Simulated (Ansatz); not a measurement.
Single-point calculation of Co

Co (2 atoms in the cell), computed with DFT, PBE, PAW, plane waves, scalar-relativistic (Ansatz 0.2.0).

The structure derives from an entry of the Crystallography Open Database. It belongs to a series of runs on one base structure; here: parallel moments along z. Figures and captions count atoms from 1; the log counts them from 0 in places.

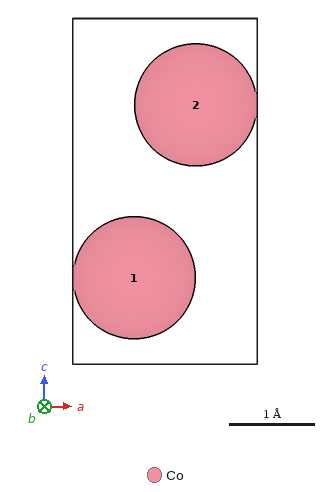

Figure 1. The structure (spheres-only view of the cell of the calculation, along the b axis; atoms are numbered from 1 in the order of the input).

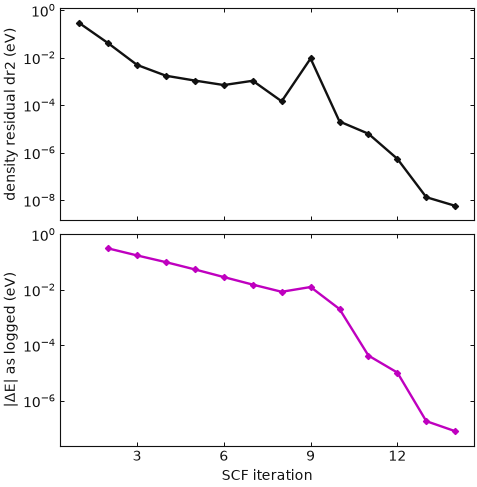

Figure 2. Convergence of the self-consistent field: density residual dr2 and size of the energy change against the SCF iteration. The residual comes down, with one marked jump up, by a factor of about 60, at step 9.

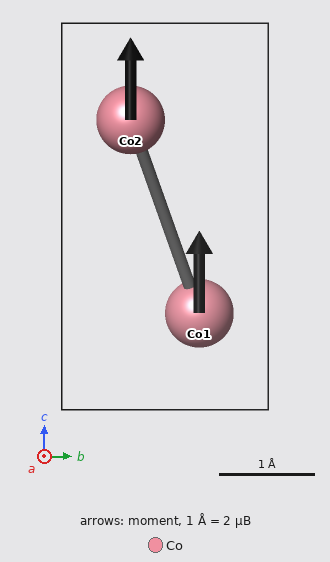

Figure 3. Magnetic moments of the sites as black arrows (ball-and-stick view of the cell of the calculation, along the a axis; atoms are numbered from 1 in the order of the input); small moments hardly show. Site moments: Co1, Co2 (1.74 μB). They are counted near the atoms and needn't add up to the moment of the cell.

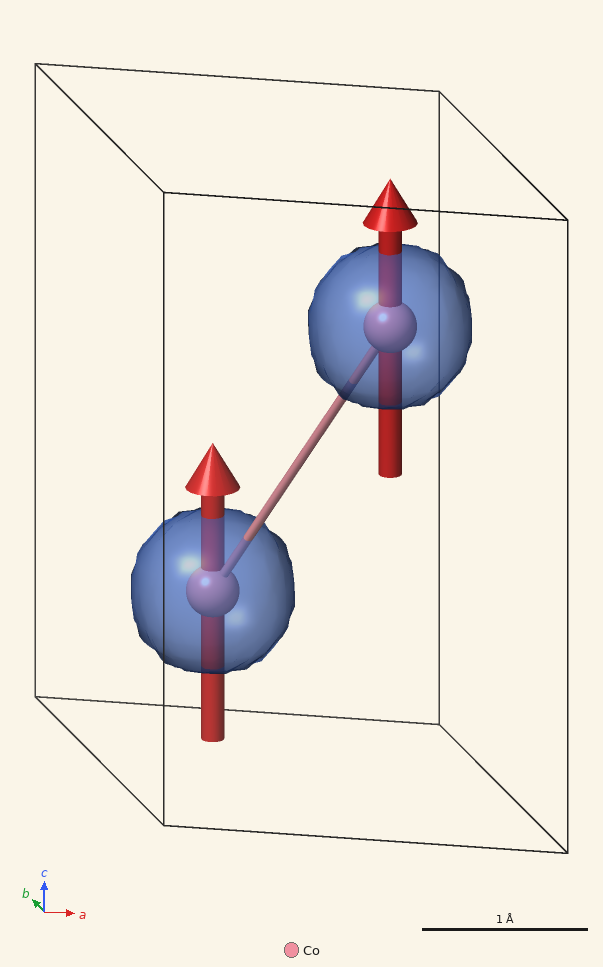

Figure 4. Isosurface of the size of the magnetisation density at 0.8 e/Å³ (blue), with the spin moments of the magnetic sites as arrows; seen at an oblique angle. The outline is the calculation cell. Spin moments: Co 1.7 μB. The fields are those of the smooth PAW valence density.

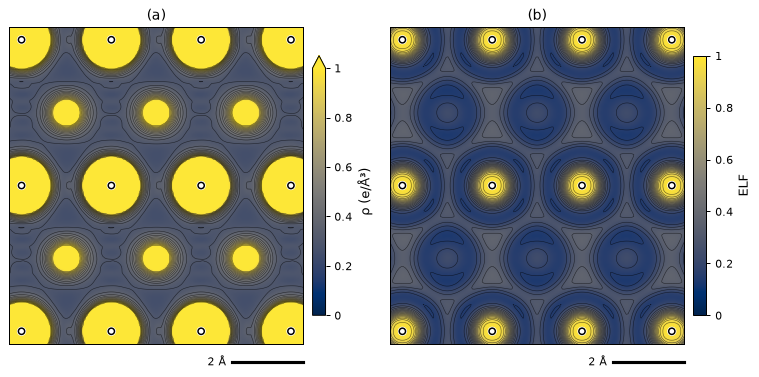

Figure 5. (a) valence pseudo-density; (b) electron localisation function on the (100) plane of the calculation cell. Circles mark the nuclei in the plane (Co). Atoms in the plane: Co. Co–Co (2.51 Å): ρ is about 0.35 e/Å³ halfway; the ELF is about 0.25 at the midpoint; no shared electron pair. Away from the nuclei the density in this plane falls to 0.25 e/Å³ at its lowest. The strong features right at Co lie inside the PAW spheres (semicore, d or f shells) and say nothing about bonding.

These pictures come from the run below.

Input file
```yaml
crystal:
  lattice:
    - [2.50739909, 0.0, 0.0]
    - [-1.25369955, 2.17147131, 0.0]
    - [0.0, 0.0, 4.0699]
  atoms:
    - { symbol: Co, position: [0.3333333, 0.6666667, 0.25], spin: 3.0, spin_axis: [0.0, 0.0, 3.0] }
    - { symbol: Co, position: [0.6666667, 0.3333333, 0.75], spin: 3.0, spin_axis: [0.0, 0.0, 3.0] }
hamiltonian:
  xc: pbe
  pseudopotentials: { kind: paw }
  noncollinear_xc: locally_collinear
basis:
  ecutwfc: 420
kpoints:
  mp_grid: { grid: [10, 10, 5] }
scf:
  occupations: { method: fermi_dirac, width: 0.1 }
  lower_state_search: "off"
  max_iter: 150
output:
  forces: true
  stress: true
  write_density: true
  write_potential: true
  elf: true
  volumetric_format: npy
magnetization:
  noncollinear: true
```

Command:
```bash
ansatz run input.yaml --threads 4 --pin off --max-ram 9216MiB --backend cpu --events-out ev --progress --plain --runs-dir out
```

What the program printed
```
Engine: ansatz 0.2.0, aarch64-unknown-linux-gnu
Pseudopotentials: kind: paw
Pseudopotential: Co, paw, valence charge 17, recommended cutoff 420 eV (normal), Co.paw.azcp
Functional definition: PBE
  parameter kappa = 0.804
  parameter beta = 0.06672455060314922
  exchange = pbe_x(kappa = kappa, mu = beta*pi^2/3)
  correlation = pbe_c(beta = beta)
Crystal: 2 atoms, lattice volume = 22.160 Å³
Basis set: ecut = 420 eV, 415 PW (Γ), exchange–correlation on 36×36×60 points (8 copies of the dense FFT grid, shifted against one another)
Bands: 42, of which v1, the nominal top of the filled ones, is band 34 counted from 1 (33 counted from 0)
Symmetry: 24 space group operations + 24 with time reversal
Moments: of one size on atoms that these operations exchange, one fixing the others by the rotation that the starting moments gave each, and all in one plane where the starting moments lie in one or along one axis (crystal.symmetry.detect: false holds none)
k-points: 42 of 500
Non-local potential: Co, projectors of the file, l = 0: 3, l = 1: 2, l = 2: 3, l = 3: 1
PAW form: soft (Blöchl's): semilocal exchange-correlation on the pseudo side does not see the compensation charge
PAW one-centre angular grid: Co, 590 points (default); XC on 64 Gauss nodes
Initial density: superposition of atomic densities (chi_scale 0.1, normalization cell)
Starting moments: Σ|m| = 6 μB on 2 of 2 sites
Initial wavefunctions: pseudopotential atomic-orbital guess
Functional: x = pbe(κ = 0.804, μ = 0.2195149727645171), c = pbe(β = 0.06672455060314922)
iter 1 solved again at ethr=8.47e-4 eV; its pass at ethr=3.10e-3 eV (dr2=2.88e-1 eV) is discarded
SCF iter   1: F=—  HF=-10251.620712 eV  |F-HF|=—  |Δ(HF+E_count)|=         —  Δρ=2.08e-1  dr2=2.89e-1  dr2_m=2.20e0  ethr=8.47e-4  |M|=3.70e0 ∫|m|=3.86e0 μB  |m|>n=0.0e0 m-floor=0.0e0 τ_xc=0.0e0  β_m=0.30  ⟨swp⟩=1.0  Hψ=7488  notcnv=0
preconditioner: auto → none  [metal: Δε(μ)=0.012 eV  Ē_g=6.401 eV  σ=0.100 eV  W_gap=0.03  n_scr=8 (ndim 8)  ℏωp=33.5 eV  f_vac=0.000  D(μ)=1.88/eV (n_scr^D=22)  sad-step TF]
SCF iter   2: F=—  HF=-10251.934485 eV  |F-HF|=—  |Δ(HF+E_count)|=   3.14e-1  Δρ=1.58e-1  dr2=4.09e-2  dr2_m=1.27e0  ethr=8.47e-4  |M|=3.58e0 ∫|m|=3.79e0 μB  |m|>n=0.0e0 m-floor=0.0e0 τ_xc=0.0e0  β_m=0.30  ⟨swp⟩=2.9  Hψ=2733  notcnv=0
SCF iter   3: F=—  HF=-10252.108989 eV  |F-HF|=—  |Δ(HF+E_count)|=   1.75e-1  Δρ=1.17e-1  dr2=4.97e-3  dr2_m=6.90e-1  ethr=1.20e-4  |M|=3.53e0 ∫|m|=3.77e0 μB  |m|>n=0.0e0 m-floor=0.0e0 τ_xc=0.0e0  β_m=0.30  ⟨swp⟩=3.0  Hψ=3587  notcnv=0
SCF iter   4: F=—  HF=-10252.209424 eV  |F-HF|=—  |Δ(HF+E_count)|=   1.00e-1  Δρ=8.67e-2  dr2=1.74e-3  dr2_m=3.81e-1  ethr=1.46e-5  |M|=3.49e0 ∫|m|=3.75e0 μB  |m|>n=0.0e0 m-floor=0.0e0 τ_xc=0.0e0  β_m=0.30  ⟨swp⟩=2.0  Hψ=3490  notcnv=0
SCF iter   5: F=—  HF=-10252.264150 eV  |F-HF|=—  |Δ(HF+E_count)|=   5.47e-2  Δρ=6.48e-2  dr2=1.09e-3  dr2_m=2.13e-1  ethr=5.11e-6  |M|=3.45e0 ∫|m|=3.73e0 μB  |m|>n=0.0e0 m-floor=0.0e0 τ_xc=0.0e0  β_m=0.30  ⟨swp⟩=2.0  Hψ=3029  notcnv=0  defer=1
SCF iter   6: F=—  HF=-10252.293162 eV  |F-HF|=—  |Δ(HF+E_count)|=   2.90e-2  Δρ=4.87e-2  dr2=7.06e-4  dr2_m=1.20e-1  ethr=3.20e-6  |M|=3.43e0 ∫|m|=3.72e0 μB  |m|>n=0.0e0 m-floor=0.0e0 τ_xc=0.0e0  β_m=0.30  ⟨swp⟩=2.8  Hψ=3519  notcnv=0  defer=6
SCF iter   7: F=—  HF=-10252.308621 eV  |F-HF|=—  |Δ(HF+E_count)|=   1.55e-2  Δρ=3.67e-2  dr2=1.07e-3  dr2_m=6.83e-2  ethr=2.08e-6  |M|=3.41e0 ∫|m|=3.71e0 μB  |m|>n=0.0e0 m-floor=0.0e0 τ_xc=0.0e0  β_m=0.30  ⟨swp⟩=2.8  Hψ=3289  notcnv=0  defer=6
Mixer restart at iter 7: flushing history
spin-set hold released at iteration 7 (site moments contracting): the magnetisation degrees of freedom join the quasi-Newton model from the next iteration; the mixer history was flushed
SCF iter   8: F=—  HF=-10252.317161 eV  |F-HF|=—  |Δ(HF+E_count)|=   8.54e-3  Δρ=2.78e-2  dr2=1.46e-4  dr2_m=3.93e-2  ethr=2.08e-6  |M|=3.39e0 ∫|m|=3.70e0 μB  |m|>n=0.0e0 m-floor=0.0e0 τ_xc=0.0e0  β_m=0.65  ⟨swp⟩=2.1  Hψ=2775  notcnv=0  defer=6
SCF iter   9: F=—  HF=-10252.329819 eV  |F-HF|=—  |Δ(HF+E_count)|=   1.27e-2  Δρ=8.81e-3  dr2=9.28e-3  dr2_m=3.57e-4  ethr=4.28e-7  |M|=3.33e0 ∫|m|=3.66e0 μB  |m|>n=0.0e0 m-floor=0.0e0 τ_xc=0.0e0  β_m=0.46  ⟨swp⟩=3.2  Hψ=4291  notcnv=0  defer=6
SCF iter  10: F=—  HF=-10252.327779 eV  |F-HF|=—  |Δ(HF+E_count)|=   2.04e-3  Δρ=1.47e-3  dr2=2.06e-5  dr2_m=1.10e-4  ethr=4.28e-7  |M|=3.33e0 ∫|m|=3.66e0 μB  |m|>n=0.0e0 m-floor=0.0e0 τ_xc=0.0e0  β_m=0.73  ⟨swp⟩=2.6  Hψ=3906  notcnv=0  defer=7
SCF iter  11: F=—  HF=-10252.327822 eV  |F-HF|=—  |Δ(HF+E_count)|=   4.27e-5  Δρ=4.37e-4  dr2=6.29e-6  dr2_m=9.70e-6  ethr=6.06e-8  |M|=3.33e0 ∫|m|=3.66e0 μB  |m|>n=0.0e0 m-floor=0.0e0 τ_xc=0.0e0  β_m=0.86  ⟨swp⟩=2.0  Hψ=2516  notcnv=0  defer=7
SCF iter  12: F=—  HF=-10252.327832 eV  |F-HF|=—  |Δ(HF+E_count)|=   1.04e-5  Δρ=8.35e-5  dr2=5.53e-7  dr2_m=3.54e-7  ethr=1.85e-8  |M|=3.33e0 ∫|m|=3.66e0 μB  |m|>n=0.0e0 m-floor=0.0e0 τ_xc=0.0e0  β_m=0.83  ⟨swp⟩=2.0  Hψ=3204  notcnv=0  defer=7
iter 13 did not close the SCF: its close was put off for a magnetic moment that had not settled (scf_convergence_deferred on its scf_iter line)
SCF iter  13: F=-10252.327833 eV  HF=-10252.327833 eV  |F-HF|=4.58e-8  |Δ(HF+E_count)|=   1.84e-7  Δρ=3.36e-5  dr2=1.34e-8  dr2_m=5.73e-8  ethr=2.94e-10  |M|=3.33e0 ∫|m|=3.65e0 μB  |m|>n=0.0e0 m-floor=0.0e0 τ_xc=0.0e0  β_m=0.92  ⟨swp⟩=6.7  Hψ=11184  notcnv=0
SCF iter  14: F=-10252.327833 eV  HF=-10252.327833 eV  |F-HF|=5.44e-9  |Δ(HF+E_count)|=   7.99e-8  Δρ=6.92e-6  dr2=5.80e-9  dr2_m=7.24e-10  ethr=3.93e-11  |M|=3.33e0 ∫|m|=3.65e0 μB  |m|>n=0.0e0 m-floor=0.0e0 τ_xc=0.0e0  ⟨swp⟩=5.2  Hψ=10713  notcnv=0
SCF 1 converged in 14 iterations: F = -10252.327833 eV  dr2 = 5.80e-9
  greatest PAW one-centre occupation: 1.000 electrons in one spin orbital (limit 2), on the Co atom at site 1 (counted from 0), in its partial waves of l = 0
SCF converged after 14 iterations
Stability not checked: this state was not tested for a lower state beside it, because this non-collinear magnet's GGA is evaluated by the locally collinear projection, under which the energy is not smooth in the magnetisation (locally_collinear_gga; see scf.lower_state_search)
Magnetization: |M| = 3.3297 μB,  M = (+0.0000, +0.0000, +3.3297) μB
Absolute magnetization: 3.6557 μB (∫|m|, with the PAW one-centre terms)
Moment direction: held on its axis by an average over the rotations of spin about it
  site 0: m = (+0.0000, +0.0000, +1.7397) μB, |m| = 1.7397 μB  (R = 1.03 Å)
  site 1: m = (+0.0000, +0.0000, +1.7397) μB, |m| = 1.7397 μB  (R = 1.03 Å)
Free energy (F): -10252.327833 eV
Harris-Foulkes:  -10252.327833 eV  (|F-HF|=5.44e-9)
Internal energy: -10252.263859 eV  (E = F + TS)
E sigma→0 (E₀):  -10252.295846 eV
Entropy (-TS):   -0.063973 eV (-31.987 meV/atom)
Fermi energy:    18.220477 eV
--- Per-component energies (eV) ---
  E_band       = -503.116211
  E_kinetic    = 905.836537
  E_local      = -5723.986162  (includes V_loc(G=0)·N_el)
  E_nonlocal   = 908.280251
  E_hartree    = 2396.525362
  E_xc         = -317.560093
  E_vxc        = -409.757225  (∫ρ·V_xc dr)
  E_paw        = -3030.084202  (= ΣΔE_a)
  E_vpaw       = -976.532954  (= ΣTr[D̂ρ^β])
  E_aug_tail   = 0.000160  (compensation charges beyond the density's cutoff)
  E_ewald      = -5391.275713
  E_smearing   = -0.063973  (= −TS)
  E_closure    = 0.000000  (closes the sum)
  Σ components = -10252.327833   (vs F -10252.327833, Δ=0.00e0)
--- Forces (eV/Å), atoms counted from 1 ---
  atom   1  Co     0.00000000     0.00000000     0.00000000
  atom   2  Co    -0.00000000    -0.00000000    -0.00000000
  max |Σ_I F_I| component: 4.63e-18 eV/Å
--- Stress (GPa, compression-positive) ---
       -2.991675      -0.000000       0.000000
       -0.000000      -2.991675      -0.000000
        0.000000      -0.000000      -3.843079
  P = ⅓ Tr σ = -3.2755 GPa (-32.755 kbar)
--- Band table (eV; the first three rows and the last of 42) ---
  k-point 0: bands = ["-77.8636", "-77.8124", "-75.7433", "-75.6889", "-41.2492", "-40.9864", "-40.9864", "-40.9467", "-40.9427", "-40.9427", "-39.1944", "-38.9080", "-38.9080", "-38.8648", "-38.8610", "-38.8610", "9.3131", "9.3214", "13.1199", "14.0797", "15.5923", "15.6289", "15.6289", "15.9288", "15.9288", "16.2745", "16.2745", "17.2684", "17.3293", "17.3293", "17.3366", "17.3366", "17.6843", "17.6843", "17.9502", "18.0173", "18.1161", "18.1161", "19.3021", "19.3021", "24.2722", "25.3393"]
  k-point 1: bands = ["-77.8588", "-77.8173", "-75.7382", "-75.6941", "-41.2207", "-40.9822", "-40.9822", "-40.9759", "-40.9468", "-40.9468", "-39.1634", "-38.9036", "-38.9036", "-38.8968", "-38.8655", "-38.8655", "9.7082", "9.7137", "13.0010", "13.7168", "15.4973", "15.5511", "15.5511", "15.8312", "15.8312", "16.4866", "16.4866", "16.7516", "17.1420", "17.1976", "17.2484", "17.2484", "17.3099", "17.3099", "17.5722", "17.5722", "18.3503", "18.3503", "19.2755", "19.2755", "26.3537", "27.1523"]
  k-point 2: bands = ["-77.8461", "-77.8303", "-75.7247", "-75.7079", "-41.1457", "-41.0522", "-40.9713", "-40.9713", "-40.9578", "-40.9578", "-39.0819", "-38.9800", "-38.8919", "-38.8919", "-38.8774", "-38.8774", "10.8116", "10.8304", "12.2253", "12.4163", "15.3138", "15.4606", "15.5220", "15.5220", "15.6410", "15.6410", "16.6784", "16.8494", "16.8642", "16.8642", "17.1675", "17.1675", "17.2196", "17.2196", "17.3552", "17.3552", "18.7759", "18.7759", "19.1189", "19.1189", "30.4491", "30.9907"]
  k-point 41: bands = ["-77.8034", "-77.8014", "-75.6793", "-75.6772", "-41.1859", "-41.1828", "-41.1212", "-41.0969", "-41.0106", "-41.0021", "-39.1254", "-39.1221", "-39.0549", "-39.0283", "-38.9340", "-38.9248", "14.1347", "14.2225", "14.6392", "14.7321", "15.2135", "15.3717", "15.3798", "15.3812", "15.8803", "16.1066", "16.2156", "16.4852", "16.4906", "16.6756", "17.3410", "17.4815", "17.9396", "18.3155", "19.2511", "19.4143", "22.2557", "23.1346", "23.3292", "24.0131", "25.5468", "26.2575"]
```

Results in brief

| quantity | value |
| --- | --- |
| outcome | converged |
| space group (tolerance 0.01 Å) | P6₃/mmc (194) |
| electrons treated | 34 |
| free energy | −10252.3278 eV |
| Fermi energy | 18.220 eV |
| net moment of the cell | 3.33 μB |
| integrated absolute moment | 3.66 μB |
| pressure | −3.28 GPa |
| largest force (length of the vector) | under 0.001 eV/Å |
| hardware | 4 threads of Arm Neoverse V1, 24 GiB of memory available, shared host |
| wall time | 5.9 s (CPU time 23 s) |
| peak memory | 0.34 GiB |
